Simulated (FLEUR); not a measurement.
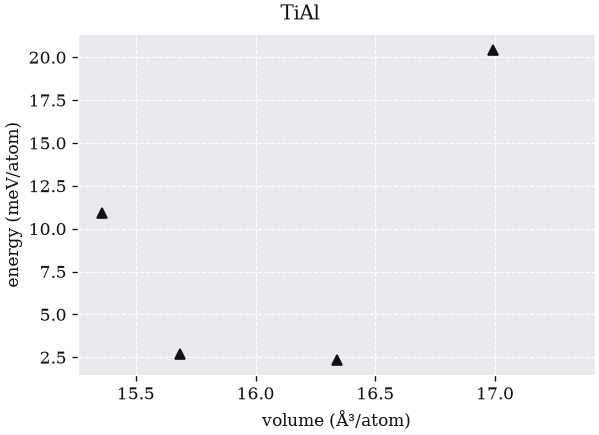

Plotted: energy against volume for TiAl, space group P4/mmm (No. 123).

Cell as given: a = 2.837 Å, b = 2.837 Å, c = 4.059 Å, α = 90.00°, β = 90.00°, γ = 90.00°; 2 atoms.

Computed with FLEUR MaX-R8.1 (later development tree): all-electron LAPW DFT, no spin polarisation; energies at scaled volumes of the given cell, shape and fractions fixed, counted from the fit's minimum, third-order Birch-Murnaghan fit. Level: SCAN.

k mesh 9×9×7; occupations Fermi–Dirac; smearing width 0.05 eV; potentials all electron; program settings basis FLAPW, kmax 4.1 1/bohr.

The point at volume 17.32 Å³/atom is left out of the plot. What does the calculation give there?

```tsv
volume (Å³/atom)	energy (meV/atom)
17.32	35.25
```

Keep in mind: shape and atomic fractions are frozen while scaling, which makes layered, chain and framework solids too stiff.
